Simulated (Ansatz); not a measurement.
# Molecular dynamics of SnO$_{2}$ (part 1 of 3)

SnO$_{2}$ (P1, 24 atoms in the cell), computed with DFT PBEsol, scalar-relativistic, plane waves, PAW, PAW set soft_1, no spin polarisation (Ansatz 0.2.0).

The structure derives from an entry of the Crystallography Open Database. It belongs to a series of runs on one base structure; here: dynamics from the last frame of the run before.

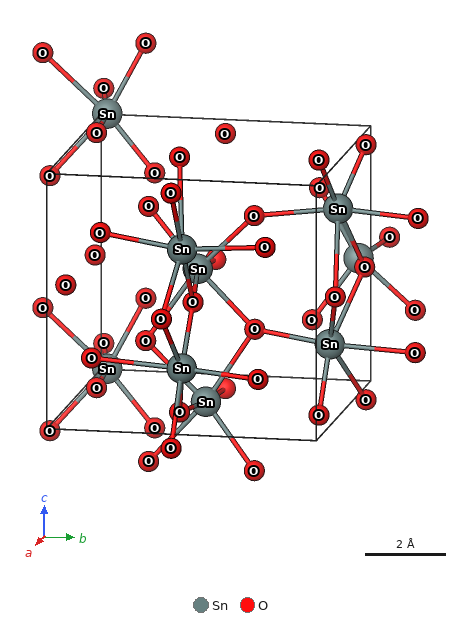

*The input geometry (ball-and-stick view of the cell of the calculation, seen slightly off an axis; bonded neighbours outside the cell are drawn too). An atom can appear more than once, as a periodic image.*

## Summary

```tsv
quantity	value
outcome	finished
mean temperature over the second half	832 K
trajectory	120 steps, 180 fs
ensemble	nvt_langevin
temperature in the input	1600.0 K
time step	1.5 fs
space group of the start (tolerance 0.01 Å)	P1 (1)
electrons treated	208
potential energy (free energy of the electrons) (last step)	−56570.3152 eV
Fermi energy (last step)	8.554 eV
largest force (length of the vector) (last step)	3.294 eV/Å
hardware	4 threads of Intel Xeon @ 2.50GHz (Skylake/Cascade Lake), 12 GiB of memory available, shared host
wall time	27 min (CPU time 1.7 h)
peak memory	1.8 GiB
```

The program warns: the PAW datasets were made with another functional. The input asks for low accuracy. So short a trajectory is not equilibrated. The logged temperature at the start can lie below the typed one, since it is counted over all degrees of freedom. The temperature stays far from the 1600 K of the thermostat over the second half: the run isn't equilibrated.

## The input
```yaml
accuracy: low
crystal:
  lattice:
    - [-4.890272, -4.890272, 0.0]
    - [4.890272, -4.890272, 0.0]
    - [0.0, 0.0, 6.578515]
  atoms:
    - { symbol: Sn, position: [0.50727663, 0.49135554, 0.01365642] }
    - { symbol: Sn, position: [-0.01614005, 0.49772339, 0.25594697] }
    - { symbol: O, position: [0.18725325, 0.4992094, -0.00939364] }
    - { symbol: O, position: [-0.03835676, 0.1583208, 0.27584173] }
    - { symbol: O, position: [0.79736753, 0.45184241, 0.03859611] }
    - { symbol: O, position: [0.04387863, 0.79277645, 0.24084717] }
    - { symbol: Sn, position: [0.50770919, 0.46108476, 0.53337885] }
    - { symbol: Sn, position: [-0.00707849, 0.50096212, 0.72549385] }
    - { symbol: O, position: [0.19134177, 0.46418753, 0.49611381] }
    - { symbol: O, position: [0.00250833, 0.19966767, 0.77917718] }
    - { symbol: O, position: [0.7873399, 0.50008092, 0.4694657] }
    - { symbol: O, position: [0.05098768, 0.82074028, 0.761469] }
    - { symbol: Sn, position: [0.00717214, 0.02436135, 0.00403325] }
    - { symbol: Sn, position: [0.53485252, -0.0434465, 0.26720106] }
    - { symbol: O, position: [0.67418203, -0.05561864, 0.02139342] }
    - { symbol: O, position: [0.48957206, 0.66898244, 0.301825] }
    - { symbol: O, position: [0.32083672, 0.04782992, 0.00396292] }
    - { symbol: O, position: [0.52356223, 0.27120445, 0.24641993] }
    - { symbol: Sn, position: [0.00795444, -0.04303522, 0.48164987] }
    - { symbol: Sn, position: [0.49404174, -0.02078269, 0.79063419] }
    - { symbol: O, position: [0.71419536, 0.01305782, 0.4975408] }
    - { symbol: O, position: [0.53689523, 0.67687717, 0.75881352] }
    - { symbol: O, position: [0.33591154, 0.04586438, 0.52776902] }
    - { symbol: O, position: [0.49589804, 0.27647479, 0.76651939] }
basis:
  ecutwfc: 420.0
kpoints:
  mp_grid: { grid: [3, 3, 3] }
hamiltonian:
  xc: pbesol
  pseudopotentials: { kind: paw, azcp: { folder: soft_1 } }
scf:
  occupations: { method: fermi_dirac, width: 0.17 }
  lower_state_search: "off"
md:
  timestep: 1.5
  n_steps: 120
  ensemble: nvt_langevin
  temperature: 1600.0
  initial_velocities: maxwell_boltzmann
  seed: 838227
  friction: 0.02
  temperature_schedule:
    - { n_steps: 90, end_temperature: 300.0 }
    - { n_steps: 30, end_temperature: 300.0 }
```

Command:
```bash
ansatz run input.yaml --threads 4 --pin off --max-ram 10240MiB --backend cpu --events-out ev --progress --plain --runs-dir out
```

## The program's output
```
Warning: md: disabling space-group detection — thermal motion breaks the input geometry's symmetry, so no spatial operation reduces the k-mesh or symmetrises the density; time reversal is kept, so that k and −k are solved as one point where they differ and the mesh holds both, and exact exchange and, on two spinor components, a DFT+U term hold to it where the run has them: on two components no moment then forms, and a state that bears one, which a typed moment (crystal.atoms[].spin; refused beside efield: under a hybrid functional) reaches, can lie lower, under hf by electronvolts; crystal.symmetry.detect: false (a key that needs symmetry detection or time reversal refuses this as the deck is read) with time_reversal: false beside it drops time reversal too
Warning: [file] the record states the generating functional pbe (its physics header spells it `PBE`), which answers neither for hamiltonian.xc's functional nor for the pbesol family's — results may be inconsistent (PPs are generated against a specific XC)
Warning: [file] the record states the generating functional pbe (its physics header spells it `PBE`), which answers neither for hamiltonian.xc's functional nor for the pbesol family's — results may be inconsistent (PPs are generated against a specific XC)
band count auto-derived: 131 (N_el = 208.0; filled up to band 104; 128 by the electrons, moments and atoms)
Engine: ansatz 0.2.0, x86_64-unknown-linux-gnu
Pseudopotentials: kind: paw
Pseudopotential: Sn, paw, valence charge 14, recommended cutoff 420 eV (normal), [file]
Pseudopotential: O, paw, valence charge 6, recommended cutoff 420 eV (normal), [file]
Functional definition: PBEsol
  exchange = pbesol_x
  correlation = pbesol_c
Crystal: 24 atoms, lattice volume = 314.647 Å³
Basis set: ecut = 420 eV, 6089 PW (Γ), exchange–correlation on 96×96×90 points (8 copies of the dense FFT grid, shifted against one another)
Bands: 131, of which v1, the nominal top of the filled ones, is band 104 counted from 1 (103 counted from 0)
Symmetry: 1 space group operations
k-points: 14 of 27 (time reversal used)
Non-local potential: Sn, projectors of the file, l = 0: 2, l = 1: 2, l = 2: 2, l = 3: 1
Non-local potential: O, projectors of the file, l = 0: 2, l = 1: 2, l = 2: 1
PAW form: soft (Blöchl's): semilocal exchange-correlation on the pseudo side does not see the compensation charge
PAW frozen core: Sn, regenerated for the run's functional, and the local potential with it (the file was generated under x = pbe(κ = 0.804, μ = 0.2195149727645171), c = pbe(β = 0.06672455060314922))
PAW frozen core: O, regenerated for the run's functional, and the local potential with it (the file was generated under x = pbe(κ = 0.804, μ = 0.2195149727645171), c = pbe(β = 0.06672455060314922))
PAW one-centre angular grid: Sn, 590 points (default); XC on 64 Gauss nodes
PAW one-centre angular grid: O, 110 points (default); XC on 64 Gauss nodes
Initial density: superposition of atomic densities (chi_scale 0.1, normalization cell, long waves kept (reshape's long-wave potential 0.18 eV rms))
Initial wavefunctions: pseudopotential atomic-orbital guess
Functional: x = pbesol(κ = 0.804, μ = 0.12345679012345678), c = pbesol(β = 0.046)
SCF iter   1: F=—  HF=-56567.561677 eV  |F-HF|=—  |Δ(HF+E_count)|=         —  Δρ=6.30e-2  dr2=9.01e0  ethr=3.10e-3  ⟨swp⟩=5.1  Hψ=7093  notcnv=0  defer=115
preconditioner: auto → Resta (q_TF=auto, 2.546 Å⁻¹)  ε∞=3.5  [insulator: Δε(μ)=0.992 eV  Ē_g=19.168 eV  σ=0.170 eV  W_gap=0.88  n_scr=80 (ndim 8)  ℏωp=30.2 eV  f_vac=0.003  D(μ)=0.53/eV (n_scr^D=0)  ε∞_Penn≈3.5]
SCF iter   2: F=—  HF=-56566.041183 eV  |F-HF|=—  |Δ(HF+E_count)|=    1.52e0  Δρ=3.28e-2  dr2=2.61e0  ethr=3.10e-3  ⟨swp⟩=2.9  Hψ=3266  notcnv=0  defer=172
SCF iter   3: F=—  HF=-56565.550715 eV  |F-HF|=—  |Δ(HF+E_count)|=   4.90e-1  Δρ=4.28e-3  dr2=4.99e-2  ethr=1.26e-3  ⟨swp⟩=3.0  Hψ=3311  notcnv=0  defer=172
SCF iter   4: F=—  HF=-56565.560523 eV  |F-HF|=—  |Δ(HF+E_count)|=   9.81e-3  Δρ=1.01e-3  dr2=3.21e-3  ethr=2.40e-5  ⟨swp⟩=2.6  Hψ=3160  notcnv=0  defer=172
SCF iter   5: F=—  HF=-56565.563135 eV  |F-HF|=—  |Δ(HF+E_count)|=   2.61e-3  Δρ=2.60e-4  dr2=2.53e-4  ethr=1.54e-6  ⟨swp⟩=2.0  Hψ=2313  notcnv=0  defer=172
SCF iter   6: F=—  HF=-56565.563324 eV  |F-HF|=—  |Δ(HF+E_count)|=   1.89e-4  Δρ=6.65e-5  dr2=1.53e-5  ethr=1.22e-7  ⟨swp⟩=2.0  Hψ=2335  notcnv=0  defer=172
SCF iter   7: F=—  HF=-56565.563204 eV  |F-HF|=—  |Δ(HF+E_count)|=   1.21e-4  Δρ=1.52e-5  dr2=8.33e-7  ethr=7.36e-9  ⟨swp⟩=2.0  Hψ=2801  notcnv=0  defer=172
SCF iter   8: F=—  HF=-56565.563204 eV  |F-HF|=—  |Δ(HF+E_count)|=   4.81e-7  Δρ=4.24e-6  dr2=5.62e-8  ethr=4.01e-10  ⟨swp⟩=2.0  Hψ=3078  notcnv=0  defer=172
SCF iter   9: F=-56565.563204 eV  HF=-56565.563204 eV  |F-HF|=8.29e-10  |Δ(HF+E_count)|=   2.99e-8  Δρ=1.46e-6  dr2=6.59e-9  ethr=1.15e-11  ⟨swp⟩=5.0  Hψ=6767  notcnv=0
SCF 1 converged in 9 iterations: F = -56565.563204 eV  dr2 = 6.59e-9
  greatest PAW one-centre occupation: 0.996 electrons in one spin orbital (limit 2), on the Sn atom at site 19 (counted from 0), in its partial waves of l = 2
md step     0: t =     0.00 fs  T =  1533.3 K (target 1600.0 K)  F+E_penalty+E_count = -56565.56320421 eV  E_kin = 4.756768 eV  (9 SCF iters)
Initial density: handed on by an earlier stage of this run
Initial wavefunctions: those handed on with the density
iter 1 solved again at ethr=8.67e-6 eV; its pass at ethr=3.10e-3 eV (dr2=1.80e-2 eV) is discarded
SCF iter   1: F=—  HF=-56565.531663 eV  |F-HF|=—  |Δ(HF+E_count)|=         —  Δρ=3.73e-3  dr2=1.84e-2  ethr=8.67e-6  ⟨swp⟩=3.4  Hψ=9590  notcnv=0
preconditioner: auto → Resta (q_TF=auto, 2.546 Å⁻¹)  ε∞=3.6  [insulator: Δε(μ)=0.993 eV  Ē_g=18.701 eV  σ=0.170 eV  W_gap=0.89  n_scr=80 (ndim 8)  ℏωp=30.2 eV  f_vac=0.035  D(μ)=0.58/eV (n_scr^D=0)  ε∞_Penn≈3.6]
SCF iter   2: F=—  HF=-56565.529122 eV  |F-HF|=—  |Δ(HF+E_count)|=   2.54e-3  Δρ=1.92e-3  dr2=5.46e-3  ethr=8.67e-6  ⟨swp⟩=2.9  Hψ=2759  notcnv=0
SCF iter   3: F=—  HF=-56565.528699 eV  |F-HF|=—  |Δ(HF+E_count)|=   4.24e-4  Δρ=1.05e-3  dr2=2.24e-3  ethr=2.62e-6  ⟨swp⟩=2.0  Hψ=2528  notcnv=0
SCF iter   4: F=—  HF=-56565.528474 eV  |F-HF|=—  |Δ(HF+E_count)|=   2.25e-4  Δρ=3.54e-4  dr2=3.84e-4  ethr=1.08e-6  ⟨swp⟩=2.0  Hψ=2535  notcnv=0
SCF iter   5: F=—  HF=-56565.528425 eV  |F-HF|=—  |Δ(HF+E_count)|=   4.88e-5  Δρ=1.45e-4  dr2=6.40e-5  ethr=1.84e-7  ⟨swp⟩=2.0  Hψ=2529  notcnv=0
SCF iter   6: F=—  HF=-56565.528455 eV  |F-HF|=—  |Δ(HF+E_count)|=   2.96e-5  Δρ=6.00e-5  dr2=1.03e-5  ethr=3.08e-8  ⟨swp⟩=2.1  Hψ=2515  notcnv=0
SCF iter   7: F=—  HF=-56565.528346 eV  |F-HF|=—  |Δ(HF+E_count)|=   1.09e-4  Δρ=2.20e-5  dr2=1.19e-6  ethr=4.93e-9  ⟨swp⟩=2.0  Hψ=2343  notcnv=0
SCF iter   8: F=—  HF=-56565.528347 eV  |F-HF|=—  |Δ(HF+E_count)|=   6.89e-7  Δρ=1.53e-5  dr2=6.77e-7  ethr=5.70e-10  ⟨swp⟩=2.0  Hψ=2571  notcnv=0
SCF iter   9: F=—  HF=-56565.528347 eV  |F-HF|=—  |Δ(HF+E_count)|=  7.49e-10  Δρ=4.01e-6  dr2=5.30e-8  ethr=3.25e-10  ⟨swp⟩=2.0  Hψ=2276  notcnv=0
SCF iter  10: F=-56565.528347 eV  HF=-56565.528347 eV  |F-HF|=2.95e-9  |Δ(HF+E_count)|=   1.44e-8  Δρ=2.16e-6  dr2=1.43e-8  ethr=1.15e-11  ⟨swp⟩=5.0  Hψ=5901  notcnv=0
SCF 2 converged in 10 iterations: F = -56565.528347 eV  dr2 = 1.43e-8
md step     1: t =     1.50 fs  T =  1497.9 K (target 1592.8 K)  F+E_penalty+E_count = -56565.52834692 eV  E_kin = 4.646959 eV  (10 SCF iters)
[... from here on the SCF iterations and repeated set-up lines of each step are left out, up to the last step ...]
md step     2: t =     3.00 fs  T =  1431.9 K (target 1578.3 K)  F+E_penalty+E_count = -56565.49800047 eV  E_kin = 4.442062 eV  (10 SCF iters)
md step     3: t =     4.50 fs  T =  1392.7 K (target 1563.9 K)  F+E_penalty+E_count = -56565.54588742 eV  E_kin = 4.320375 eV  (10 SCF iters)
md step     4: t =     6.00 fs  T =  1306.3 K (target 1549.4 K)  F+E_penalty+E_count = -56565.66265968 eV  E_kin = 4.052485 eV  (10 SCF iters)
md step     5: t =     7.50 fs  T =  1353.4 K (target 1535.0 K)  F+E_penalty+E_count = -56565.85488252 eV  E_kin = 4.198449 eV  (8 SCF iters)
md step     6: t =     9.00 fs  T =  1457.2 K (target 1520.6 K)  F+E_penalty+E_count = -56566.13490853 eV  E_kin = 4.520558 eV  (8 SCF iters)
md step     7: t =    10.50 fs  T =  1430.5 K (target 1506.1 K)  F+E_penalty+E_count = -56566.43309589 eV  E_kin = 4.437832 eV  (8 SCF iters)
md step     8: t =    12.00 fs  T =  1550.2 K (target 1491.7 K)  F+E_penalty+E_count = -56566.72994226 eV  E_kin = 4.809104 eV  (8 SCF iters)
md step     9: t =    13.50 fs  T =  1666.2 K (target 1477.2 K)  F+E_penalty+E_count = -56567.01663132 eV  E_kin = 5.168987 eV  (7 SCF iters)
md step    10: t =    15.00 fs  T =  1869.8 K (target 1462.8 K)  F+E_penalty+E_count = -56567.26037483 eV  E_kin = 5.800525 eV  (10 SCF iters)
md step    11: t =    16.50 fs  T =  1939.9 K (target 1448.3 K)  F+E_penalty+E_count = -56567.45993415 eV  E_kin = 6.017928 eV  (8 SCF iters)
md step    12: t =    18.00 fs  T =  1972.6 K (target 1433.9 K)  F+E_penalty+E_count = -56567.61146206 eV  E_kin = 6.119582 eV  (7 SCF iters)
md step    13: t =    19.50 fs  T =  1997.8 K (target 1419.4 K)  F+E_penalty+E_count = -56567.69176647 eV  E_kin = 6.197791 eV  (8 SCF iters)
md step    14: t =    21.00 fs  T =  1957.9 K (target 1405.0 K)  F+E_penalty+E_count = -56567.71536560 eV  E_kin = 6.073841 eV  (8 SCF iters)
md step    15: t =    22.50 fs  T =  1954.5 K (target 1390.6 K)  F+E_penalty+E_count = -56567.69989811 eV  E_kin = 6.063457 eV  (8 SCF iters)
md step    16: t =    24.00 fs  T =  1862.4 K (target 1376.1 K)  F+E_penalty+E_count = -56567.63983384 eV  E_kin = 5.777567 eV  (7 SCF iters)
md step    17: t =    25.50 fs  T =  1812.8 K (target 1361.7 K)  F+E_penalty+E_count = -56567.54708225 eV  E_kin = 5.623676 eV  (8 SCF iters)
md step    18: t =    27.00 fs  T =  1903.3 K (target 1347.2 K)  F+E_penalty+E_count = -56567.45612833 eV  E_kin = 5.904517 eV  (8 SCF iters)
md step    19: t =    28.50 fs  T =  1867.3 K (target 1332.8 K)  F+E_penalty+E_count = -56567.35006181 eV  E_kin = 5.792680 eV  (8 SCF iters)
md step    20: t =    30.00 fs  T =  1811.4 K (target 1318.3 K)  F+E_penalty+E_count = -56567.21835138 eV  E_kin = 5.619311 eV  (10 SCF iters)
md step    21: t =    31.50 fs  T =  1795.8 K (target 1303.9 K)  F+E_penalty+E_count = -56567.09804184 eV  E_kin = 5.570945 eV  (8 SCF iters)
md step    22: t =    33.00 fs  T =  1719.4 K (target 1289.4 K)  F+E_penalty+E_count = -56567.01885925 eV  E_kin = 5.333966 eV  (8 SCF iters)
md step    23: t =    34.50 fs  T =  1668.3 K (target 1275.0 K)  F+E_penalty+E_count = -56567.00272308 eV  E_kin = 5.175576 eV  (8 SCF iters)
md step    24: t =    36.00 fs  T =  1729.3 K (target 1260.6 K)  F+E_penalty+E_count = -56567.02631909 eV  E_kin = 5.364779 eV  (8 SCF iters)
md step    25: t =    37.50 fs  T =  1758.6 K (target 1246.1 K)  F+E_penalty+E_count = -56567.02891610 eV  E_kin = 5.455516 eV  (7 SCF iters)
md step    26: t =    39.00 fs  T =  1729.9 K (target 1231.7 K)  F+E_penalty+E_count = -56567.02641093 eV  E_kin = 5.366432 eV  (8 SCF iters)
md step    27: t =    40.50 fs  T =  1694.5 K (target 1217.2 K)  F+E_penalty+E_count = -56567.06259818 eV  E_kin = 5.256722 eV  (8 SCF iters)
md step    28: t =    42.00 fs  T =  1733.9 K (target 1202.8 K)  F+E_penalty+E_count = -56567.12148514 eV  E_kin = 5.379098 eV  (7 SCF iters)
md step    29: t =    43.50 fs  T =  1677.0 K (target 1188.3 K)  F+E_penalty+E_count = -56567.18698248 eV  E_kin = 5.202329 eV  (8 SCF iters)
md step    30: t =    45.00 fs  T =  1605.1 K (target 1173.9 K)  F+E_penalty+E_count = -56567.27347701 eV  E_kin = 4.979543 eV  (10 SCF iters)
md step    31: t =    46.50 fs  T =  1501.5 K (target 1159.4 K)  F+E_penalty+E_count = -56567.33747965 eV  E_kin = 4.657987 eV  (8 SCF iters)
md step    32: t =    48.00 fs  T =  1435.5 K (target 1145.0 K)  F+E_penalty+E_count = -56567.34123856 eV  E_kin = 4.453340 eV  (8 SCF iters)
md step    33: t =    49.50 fs  T =  1365.7 K (target 1130.6 K)  F+E_penalty+E_count = -56567.32921987 eV  E_kin = 4.236699 eV  (7 SCF iters)
md step    34: t =    51.00 fs  T =  1335.0 K (target 1116.1 K)  F+E_penalty+E_count = -56567.32457502 eV  E_kin = 4.141611 eV  (8 SCF iters)
md step    35: t =    52.50 fs  T =  1350.4 K (target 1101.7 K)  F+E_penalty+E_count = -56567.32911012 eV  E_kin = 4.189294 eV  (7 SCF iters)
```
